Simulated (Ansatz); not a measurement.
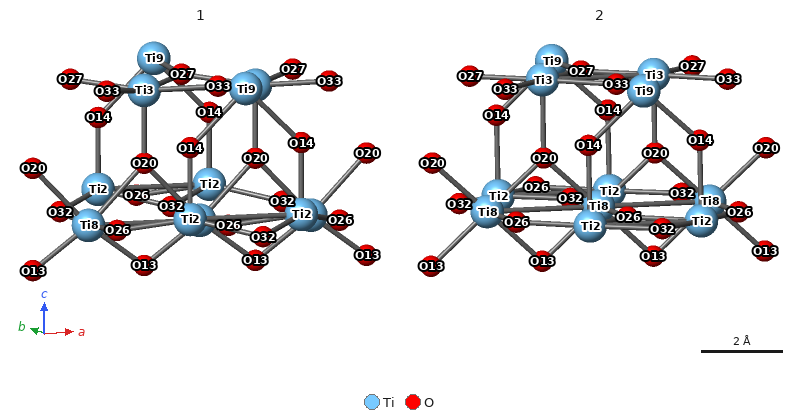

Two geometries of a slab of composition Ti$_{12}$O$_{24}$, drawn at one scale. One is the start of a relaxation, the other its converged end. A ball-and-stick model of the atoms within 5.0 Å of the atom that moves most (axes of the 2 × 1 repeat of the cell, outlined in the plane, without the vacuum (origin shifted)), seen slightly off an axis.

Level of theory: DFT, PBEsol, PAW, plane waves (Ansatz 0.2.0). Set-up: plane-wave cutoff 420 eV; k-point mesh 6 × 3 × 1; no spin polarisation; atoms relaxed in a fixed cell; force threshold 0.03 eV/Å; at most 80 steps.

Question: Which of the two is the end point?

Answer: Structure 1 is the relaxed one. The energy falls by 2.810 eV per cell of the calculation in 6 geometry steps. The largest force component goes from 3 to 0.0082 eV/Å. The largest move relative to the layer's centre is that of Ti8, 0.35 Å along the normal (−c). By element the largest moves are Ti 0.35 Å, O 0.24 Å. The cell stays as it was. Near-neighbour distances that change, for instance: Ti2–O14 2.003 → 1.791 Å, Ti8–O20 1.920 → 2.090 Å, Ti8–O13 1.971 → 1.814 Å, Ti3–O20 1.956 → 1.817 Å. Bond angles that change, for instance: Ti8–O13–Ti8 96.6° → 108.2°, Ti8–O20–Ti8 98.3° → 89.3°, Ti3–O20–Ti8 129.2° → 135.3°.
